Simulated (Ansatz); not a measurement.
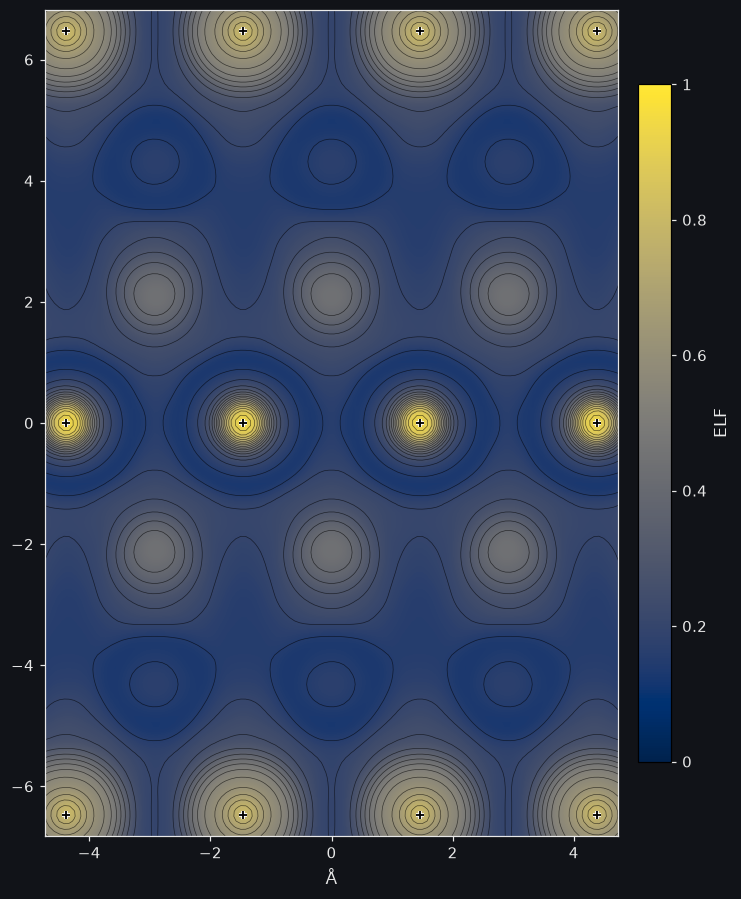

The ELF on a plane through atoms (crosses mark nuclei in the plane).

Level of theory: Ansatz 0.2.0, Kohn-Sham DFT of a periodic cell, HSE06, Ansatz PAW.

Candidates:
A. Pt, a = 2.72 Å, b = 2.72 Å, c = 4.73 Å, α = 90.00°, β = 90.00°, γ = 120.00°. Space group P6₃/mmc; a structure from a database of computed crystals, not necessarily the ambient phase.
B. Sb, a = 3.12 Å, b = 4.35 Å, c = 4.41 Å, α = 90.00°, β = 90.51°, γ = 90.00°. Space group P2₁/m; a structure from a database of computed crystals, not necessarily the ambient phase.
C. CuAu, a = 2.92 Å, b = 2.92 Å, c = 12.94 Å, α = 90.00°, β = 90.00°, γ = 120.00°. Space group R-3m; a structure from a database of computed crystals, not necessarily the ambient phase; computed pressure about −6 GPa in this cell.

Which candidate gave the map?

Answer. Candidate C: CuAu on the (100) plane of the conventional cell, which holds Au and Cu. Cu–Cu (2.92 Å): the ELF is about 0.15 at the midpoint: no shared electron pair shows on this line. Au–Au (2.92 Å): the ELF is about 0.20 at the midpoint; no localised pair shows between them.
